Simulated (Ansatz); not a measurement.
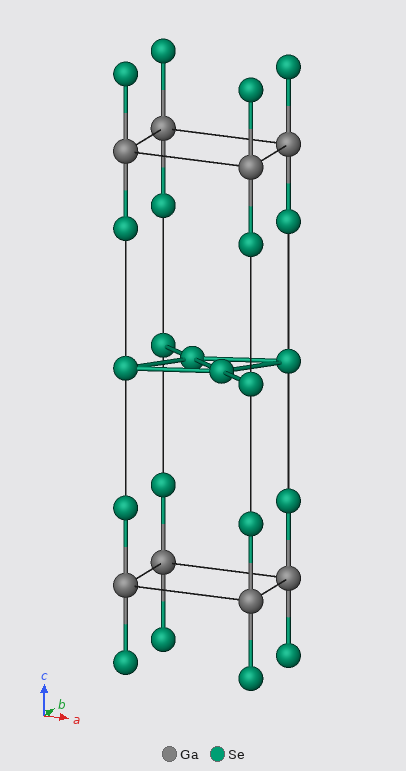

This ball-and-stick model is shown slightly off an axis. The parallelepiped is the conventional unit cell. Finite groups of bonded atoms are drawn whole. Cell: a = 4.81 Å, b = 4.81 Å, c = 12.35 Å, α = 90.00°, β = 90.00°, γ = 120.00°.

Starting structure: a random cell made by a generator, so it need not be a real form of the compound. Earlier steps of the study, as a rule a relaxation of our own, may have changed the cell and positions, so they can lie some per cent off the listed ones. Ansatz was used for an electronic-structure calculation on it.

> State composition, symmetry and coordination.

Formula: GaSe5. Space group: P6/mmm (No. 191). Lattice: primitive hexagonal. It has 6 atoms to the cell (1 Ga, 5 Se). Within bonding distance, the neighbour counts come to Ga 2 and Se 1 to 6 (mean 4.0).

Setup: DFT PBE, scalar-relativistic, plane waves, PAW in Ansatz; plane-wave cutoff 420 eV, a 12×12×4 sampling of the Brillouin zone, Gaussian smearing of 0.1 eV, no spin polarisation.

> What does the calculation say: metal or gapped?

A metal: bands cross the Fermi level.

> How are the electrons shared out in a Bader analysis?

Ga +0.76 e; Se -0.40 to +0.02 e.

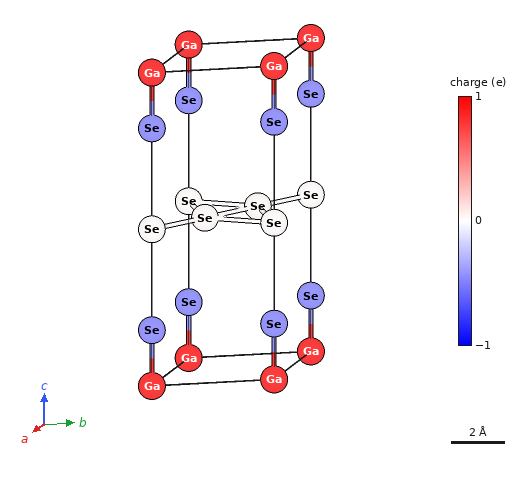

The atoms coloured by those charges. The run's cell of 6 atoms is drawn.

> Are forces and stress small enough to call this relaxed?

Yes. All forces vanish to within 0.01 eV/Å. The pressure is 0.0 GPa, close to zero.
